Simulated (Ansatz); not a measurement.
CF₄: several calculations on one system

## 1. Relaxation

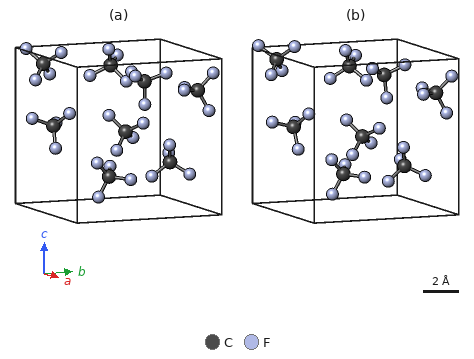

The structure of an amorphous cell of composition CF$_{4}$ before (left) and after (right) a relaxation, at one scale.

Style: ball-and-stick. Shown: the cell of the calculation, slightly off an axis.

The cell holds 8 CF4. The run prepares the start of a later molecular dynamics calculation, from a guessed geometry.

Theory: DFT LDA, scalar-relativistic, plane waves, PAW in Ansatz 0.2.0. Set-up: plane-wave cutoff 420 eV; k-point mesh 1 × 1 × 1; occupations fermi dirac; smearing width 0.05 eV; no spin polarisation; atoms relaxed in a fixed cell; force threshold 0.3 eV/Å; at most 15 steps.

**Describe what moved and what it gained.**

The energy falls by 1.085 eV per cell of the calculation in 3 geometry steps. The largest force component goes from 1.3 to 0.25 eV/Å. The largest moves, 0.48 Å, are those of F atoms. Largest moves by element: F 0.48 Å, C 0.42 Å. The cell doesn't change. Near-neighbour distances that change, for instance: C–F 1.329 → 1.317 Å. Cost: 7.6 s on 2 threads of AMD EPYC 9R45 (Zen 5), with other jobs on the host, peak memory 0.69 GiB.

Limits of the set-up: the program's low-accuracy preset was used.

## 2. Dynamics

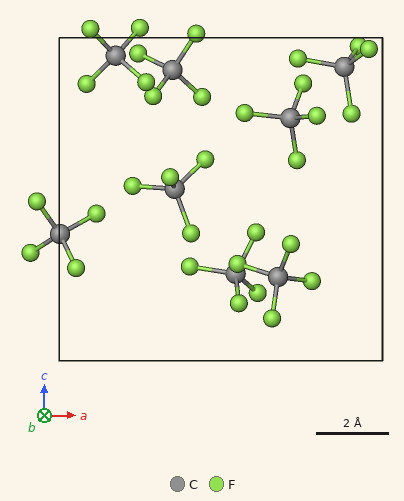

Starting frame of a dynamics run of a periodic cell with 8 CF4 at 1.606 g/cm³. The picture is a ball-and-stick view of the simulation cell, seen along the b axis.

The calculation used DFT LDA, scalar-relativistic, plane waves, PAW in Ansatz 0.2.0.

Input file:
```yaml
accuracy: low
crystal:
  lattice:
    - [8.995883, 0.0, 0.0]
    - [0.0, 8.995883, 0.0]
    - [0.0, 0.0, 8.995883]
  atoms:
    - { symbol: C, position: [0.35279697, 0.13381406, 0.52823954] }
    - { symbol: F, position: [0.44729809, 0.19889661, 0.61965717] }
    - { symbol: F, position: [0.33858338, -0.00721165, 0.56450429] }
    - { symbol: F, position: [0.22269601, 0.20041776, 0.53751461] }
    - { symbol: F, position: [0.4034114, 0.14404574, 0.3907067] }
    - { symbol: C, position: [0.34593226, 0.52245745, 0.89630322] }
    - { symbol: F, position: [0.23968496, 0.60967741, 0.94738939] }
    - { symbol: F, position: [0.41944016, 0.4639901, 1.00876268] }
    - { symbol: F, position: [0.28619677, 0.415259, 0.81537082] }
    - { symbol: F, position: [0.437605, 0.60091604, 0.81301768] }
    - { symbol: C, position: [0.87767576, 0.53606153, 0.90597474] }
    - { symbol: F, position: [0.92235038, 0.6603054, 0.96995895] }
    - { symbol: F, position: [0.95371554, 0.4231178, 0.96132724] }
    - { symbol: F, position: [0.73416091, 0.51577564, 0.93166074] }
    - { symbol: F, position: [0.90014101, 0.54439383, 0.76101379] }
    - { symbol: C, position: [-0.00231329, 0.75965055, 0.38873772] }
    - { symbol: F, position: [0.11061006, 0.82890221, 0.45163016] }
    - { symbol: F, position: [0.04744383, 0.6709257, 0.28327151] }
    - { symbol: F, position: [-0.07354369, 0.68072089, 0.48959883] }
    - { symbol: F, position: [-0.09363601, 0.8584807, 0.33044313] }
    - { symbol: C, position: [0.67260226, 0.34181901, 0.25583792] }
    - { symbol: F, position: [0.5472325, 0.40605175, 0.29608775] }
    - { symbol: F, position: [0.71248727, 0.2440847, 0.35753039] }
    - { symbol: F, position: [0.65419728, 0.27403816, 0.12743125] }
    - { symbol: F, position: [0.77742123, 0.44399007, 0.24282032] }
    - { symbol: C, position: [0.54138979, 0.81857475, 0.26560079] }
    - { symbol: F, position: [0.55128921, 0.70337925, 0.17427825] }
    - { symbol: F, position: [0.60456507, 0.78538291, 0.39379163] }
    - { symbol: F, position: [0.60964384, 0.9340628, 0.20613054] }
    - { symbol: F, position: [0.39947206, 0.85055037, 0.28792393] }
    - { symbol: C, position: [0.17020274, 0.09433297, 0.94051734] }
    - { symbol: F, position: [0.24493552, 0.18670674, 1.02672049] }
    - { symbol: F, position: [0.09159167, 0.0027416, 1.02373881] }
    - { symbol: F, position: [0.08020504, 0.16990244, 0.85309791] }
    - { symbol: F, position: [0.26456911, 0.01718227, 0.85842223] }
    - { symbol: C, position: [0.71073915, 0.96460656, 0.74746921] }
    - { symbol: F, position: [0.75038622, 1.05644705, 0.8545162] }
    - { symbol: F, position: [0.56923413, 0.92924188, 0.76313426] }
    - { symbol: F, position: [0.73107764, 1.0291208, 0.61700774] }
    - { symbol: F, position: [0.79282277, 0.84301452, 0.75465392] }
basis:
  ecutwfc: 420.0
kpoints:
  mp_grid: { grid: [1, 1, 1] }
hamiltonian:
  xc: lda
scf:
  occupations: { method: fermi_dirac, width: 0.05 }
  lower_state_search: "off"
md:
  timestep: 1.5
  n_steps: 300
  ensemble: nvt_langevin
  temperature: 300.0
  initial_velocities: maxwell_boltzmann
  seed: 999470
  friction: 0.02
```

Command:
```bash
ansatz run input.yaml --threads 2 --pin off --max-ram 5120MiB --backend cpu --events-out ev --progress --plain --runs-dir out
```

Q: Predict how the run goes.

A: Over the second half the temperature averages 316 K (spread ±35 K). The potential energy in the second half lies on average 28.0 meV per atom above the first frame. Root-mean-square distances from the starting positions over the second half, with the common drift of all atoms taken out: F 0.55 Å, C 0.40 Å. The heavy atoms stay within a fraction of a molecule's size of their starting places; so short a run doesn't tell a liquid from a solid.

Along the run (each row but the first and the last is the mean over the interval that it begins):

| time (fs) | potential energy (meV/atom) | T (K) |
| --- | --- | --- |
| 0.0 | 0.0 | 292 |
| 75.0 | 26.7 | 290 |
| 150.0 | 25.9 | 317 |
| 225.0 | 27.9 | 334 |
| 300.0 | 28.3 | 318 |
| 375.0 | 27.9 | 296 |
| 450.0 | 27.0 | 253 |

The paths of the atoms:

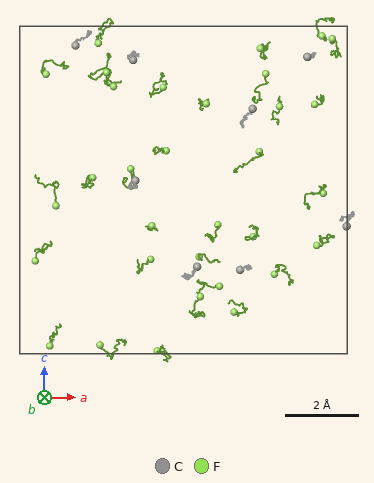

Limits of the set-up: the program's low-accuracy preset was used.

Cost: 5.8 min on 2 threads of AMD EPYC 9R45 (Zen 5), with other jobs on the host, peak memory 0.71 GiB.

## 3. Dynamics

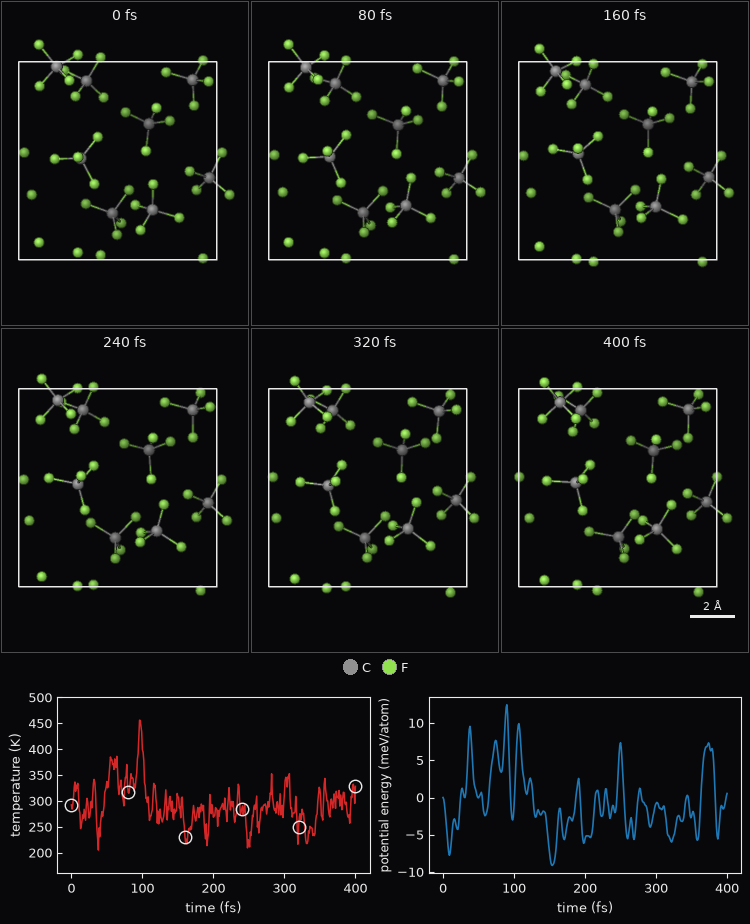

A Born-Oppenheimer molecular dynamics run of a periodic cell with 8 CF4 at 1.606 g/cm³, 400 fs long. It starts from the last geometry of an earlier run, with fresh velocities. Frames and the history of the run. Style: ball-and-stick. Shown: the simulation cell, along the b axis.

Computed with DFT LDA, scalar-relativistic, plane waves, PAW in Ansatz 0.2.0. Settings: plane-wave cutoff 420 eV; k-point mesh 1 × 1 × 1; Fermi-Dirac smearing 0.05 eV; low-accuracy preset; Langevin thermostat (NVT); set temperature 300 K; time step 1 fs; friction 0.05 per fs.

The input:
```yaml
accuracy: low
crystal:
  lattice:
    - [8.995883, 0.0, 0.0]
    - [0.0, 8.995883, 0.0]
    - [0.0, 0.0, 8.995883]
  atoms:
    - { symbol: C, position: [0.31289955, 0.12935632, 0.51214739] }
    - { symbol: F, position: [0.39871199, 0.18902006, 0.62023131] }
    - { symbol: F, position: [0.29901516, -0.01591618, 0.51850257] }
    - { symbol: F, position: [0.18141544, 0.19142395, 0.50902983] }
    - { symbol: F, position: [0.38145606, 0.16555849, 0.38245688] }
    - { symbol: C, position: [0.34195591, 0.5351037, 0.9031724] }
    - { symbol: F, position: [0.23043788, 0.61762959, 0.95642849] }
    - { symbol: F, position: [0.41356246, 0.47726972, 1.02272285] }
    - { symbol: F, position: [0.28635923, 0.4301481, 0.82629419] }
    - { symbol: F, position: [0.42876923, 0.62157331, 0.82024985] }
    - { symbol: C, position: [0.87885189, 0.55435823, 0.90913537] }
    - { symbol: F, position: [0.9310111, 0.6521375, 1.00691334] }
    - { symbol: F, position: [0.95948913, 0.42902394, 0.90080425] }
    - { symbol: F, position: [0.7444435, 0.52565071, 0.94771614] }
    - { symbol: F, position: [0.88575868, 0.61955558, 0.77868882] }
    - { symbol: C, position: [-0.03726121, 0.69894618, 0.41380941] }
    - { symbol: F, position: [0.02751257, 0.73892563, 0.541279] }
    - { symbol: F, position: [0.06508544, 0.63563348, 0.32818089] }
    - { symbol: F, position: [-0.13625077, 0.58839945, 0.44654876] }
    - { symbol: F, position: [-0.10158221, 0.80942016, 0.35186738] }
    - { symbol: C, position: [0.67558839, 0.34710755, 0.25169584] }
    - { symbol: F, position: [0.58860472, 0.46849961, 0.27637943] }
    - { symbol: F, position: [0.67911148, 0.27668985, 0.38126508] }
    - { symbol: F, position: [0.61510724, 0.26169811, 0.14934621] }
    - { symbol: F, position: [0.81095264, 0.38380605, 0.21198828] }
    - { symbol: C, position: [0.47283641, 0.85153675, 0.23429301] }
    - { symbol: F, position: [0.4961849, 0.75720466, 0.1259903] }
    - { symbol: F, position: [0.55725055, 0.81985237, 0.35191007] }
    - { symbol: F, position: [0.51822435, 0.98369111, 0.18445634] }
    - { symbol: F, position: [0.3387685, 0.8640428, 0.28260425] }
    - { symbol: C, position: [0.19097902, 0.12046261, 0.9757448] }
    - { symbol: F, position: [0.29812092, 0.20901243, 1.03579504] }
    - { symbol: F, position: [0.10184474, 0.07069814, 1.08685307] }
    - { symbol: F, position: [0.10496345, 0.2039955, 0.87749716] }
    - { symbol: F, position: [0.25509664, 0.01450717, 0.90618497] }
    - { symbol: C, position: [0.65831065, 0.99408396, 0.68684816] }
    - { symbol: F, position: [0.69571282, 1.11664314, 0.76712396] }
    - { symbol: F, position: [0.53981007, 0.93004088, 0.74472274] }
    - { symbol: F, position: [0.6426508, 1.03813021, 0.54951955] }
    - { symbol: F, position: [0.76320474, 0.88983247, 0.70205008] }
basis:
  ecutwfc: 420.0
kpoints:
  mp_grid: { grid: [1, 1, 1] }
hamiltonian:
  xc: lda
scf:
  occupations: { method: fermi_dirac, width: 0.05 }
  lower_state_search: "off"
md:
  timestep: 1
  n_steps: 400
  ensemble: nvt_langevin
  temperature: 300.0
  initial_velocities: maxwell_boltzmann
  seed: 834224
  friction: 0.05
```

Command:
```bash
ansatz run input.yaml --threads 2 --pin off --max-ram 5120MiB --backend cpu --events-out ev --progress --plain --runs-dir out
```

Q: Describe the run.

A: Root-mean-square distances from the starting positions over the second half, with the common drift of all atoms taken out: F 0.39 Å, C 0.29 Å. The heavy atoms stay within a fraction of a molecule's size of their starting places; so short a run doesn't tell a liquid from a solid. The mean temperature in the second half is 285 K (standard deviation 29 K). The potential energy in the second half lies on average 1.3 meV per atom below the first frame.

Limits of the set-up: the program's low-accuracy preset was used.

Cost: 7.6 min on 2 threads of AMD EPYC 9R45 (Zen 5), with other jobs on the host, peak memory 0.71 GiB.
